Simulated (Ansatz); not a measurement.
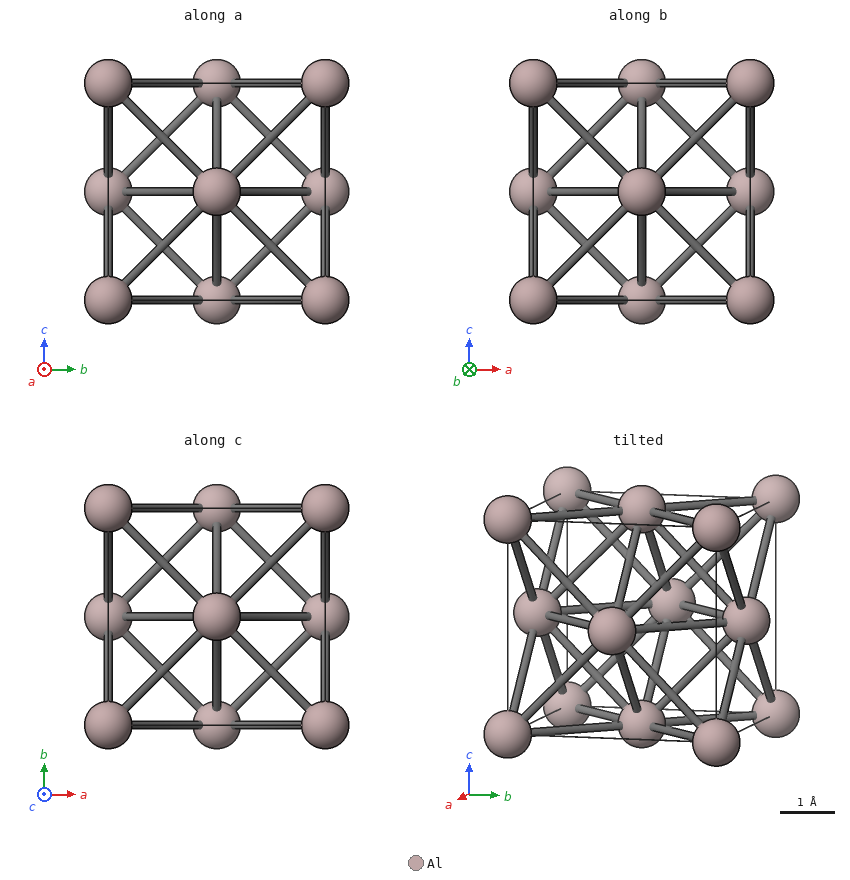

Ball-and-stick representation of a periodic structure, projected along the a axis, along the b axis, along the c axis and slightly off an axis. Atoms at the boundary of the conventional unit cell (the box) are drawn once for each face, edge or corner they touch.

Lattice parameters: a = 4.041 Å, b = 4.041 Å, c = 4.041 Å, α = 90.00°, β = 90.00°, γ = 90.00°.

Write down what is shown as a table of Wyckoff sites.

Answer. Space group Fm-3m (No. 225).
```tsv
atom	site	x	y	z
Al	4a	0.0000	0.0000	0.0000
```

The structure was taken from a random cell made by a generator, so it need not be a real form of the element. What is shown is the relaxed result from DFT PBE, scalar-relativistic, plane waves, PAW in Ansatz.
